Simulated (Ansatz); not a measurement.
The compound is BeSe (space group F-43m, No. 216), taken as the end point of a relaxation (final pressure about -3 GPa) with DFT PBE, scalar-relativistic, plane waves, PAW in Ansatz.

```cif
data_structure
_symmetry_space_group_name_H-M 'P 1'
_symmetry_Int_Tables_number 1
_cell_length_a 5.2533
_cell_length_b 5.2533
_cell_length_c 5.2533
_cell_angle_alpha 90.000
_cell_angle_beta 90.000
_cell_angle_gamma 90.000
_cell_volume 144.97
loop_
_atom_site_label
_atom_site_type_symbol
_atom_site_fract_x
_atom_site_fract_y
_atom_site_fract_z
_atom_site_occupancy
Be1 Be 0.00000 0.00000 0.00000 1
Se1 Se 0.25000 0.25000 0.25000 1
Be2 Be 0.00000 0.50000 0.50000 1
Se2 Se 0.25000 0.75000 0.75000 1
Be3 Be 0.50000 0.00000 0.50000 1
Se3 Se 0.75000 0.25000 0.75000 1
Be4 Be 0.50000 0.50000 0.00000 1
Se4 Se 0.75000 0.75000 0.25000 1
```

Bonds are taken as Be–Se below 2.6 Å; no other contact counts. Atoms with one bond or none are removed and atoms with two bonds are replaced by edges, until no such atom is left.

What net does this leave?

The result is a uninodal 4-connected, three-periodic net: Be and Se are 4-connected nodes. It is the dia net, known from diamond, zinc blende and cristobalite. It is a single net, without interpenetration.

```csv
node,links,point symbol,coordination sequence
Be and Se,4,6⁶,4 12 24 42 64 92 124 162
```

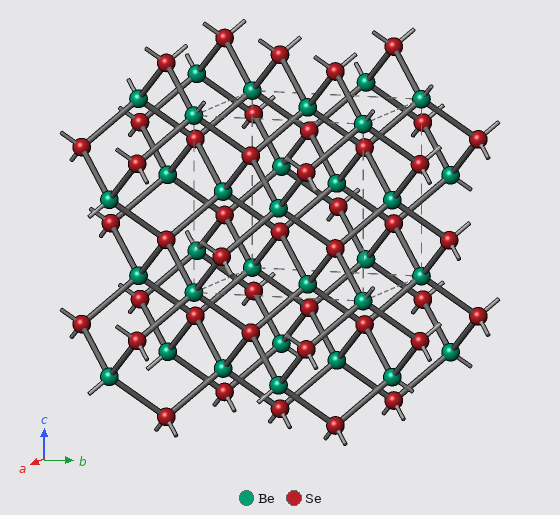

Nodes are coloured by element. Edges to nodes outside the piece are drawn as stubs.
